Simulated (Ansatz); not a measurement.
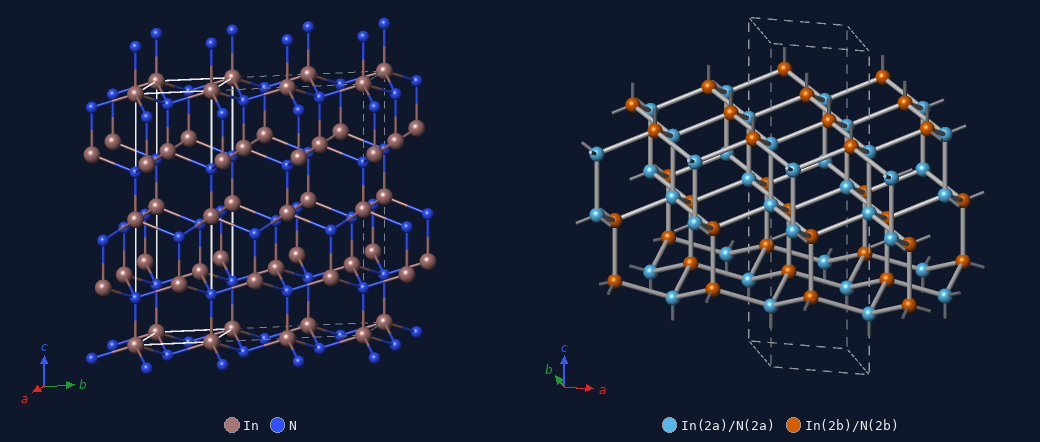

Left: the structure. Right: its underlying net. Nodes are coloured by topological kind. Short stubs are edges that leave the cut-out.

System InN (space group P6_3mc, No. 186); source of the atomic positions: coordinates from a relaxation with DFT, PBE, plane waves, PAW in Ansatz 0.2.0; the starting structure was generated, so it need not be a known form of this composition.

Bonds are taken as In–N below 2.5 Å. The graph is simplified in the usual way: terminal and isolated atoms are pruned, two-connected atoms become edges.

The result is a binodal (4,4)-connected, three-periodic net: In(2b) and N(2b) are 4-connected nodes; In(2a) and N(2a) are 4-connected nodes, in the ratio 1:1. It is a single net, without interpenetration.

```tsv
node	links	point symbol	coordination sequence
In(2b) and N(2b)	4	6^6	4 12 24 42 66 96 130 170 214 264
In(2a) and N(2a)	4	6^6	4 12 25 44 67 96 130 170 214 264
```
